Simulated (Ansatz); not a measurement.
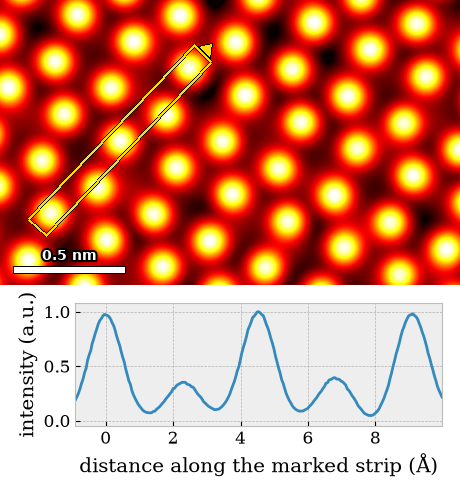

Z-contrast image of Al (C2/c, No. 15) along [001]. Simulated incoherent Z contrast: every atom adds Z^1.7 spread by a probe of 1.17 Å full width; channelling and multiple scattering are left out. The probe carries 25 % of its weight in a tail 2.5 times as wide. The display is stretched by a gamma of 0.65; percentages refer to the linear signal. The speckle of an amorphous layer was added. Model: the input geometry of an electronic-structure calculation (not necessarily at equilibrium); the starting structure was generated, so it need not be a known form of this composition.

```
Al
1.0
     2.80980    0.00000    0.00000
     0.00000    8.63247    0.00000
    -0.03076    0.00000    2.84367
Al
4
Direct
  0.00000 0.36379 0.75000
  0.50000 0.13621 0.25000
  0.50000 0.86379 0.75000
  0.00000 0.63621 0.25000
```

The curve is the intensity along the marked strip, in the direction of its arrowhead, with zero distance at the first column. Brightness is counted from the darkest point of the image.

### Assign the peaks of the line profile.

```csv
position (Å),atoms per repeat along the beam,height (% of the highest)
0.0,1 Al,100
4.5,1 Al,100
9.1,1 Al,100
```
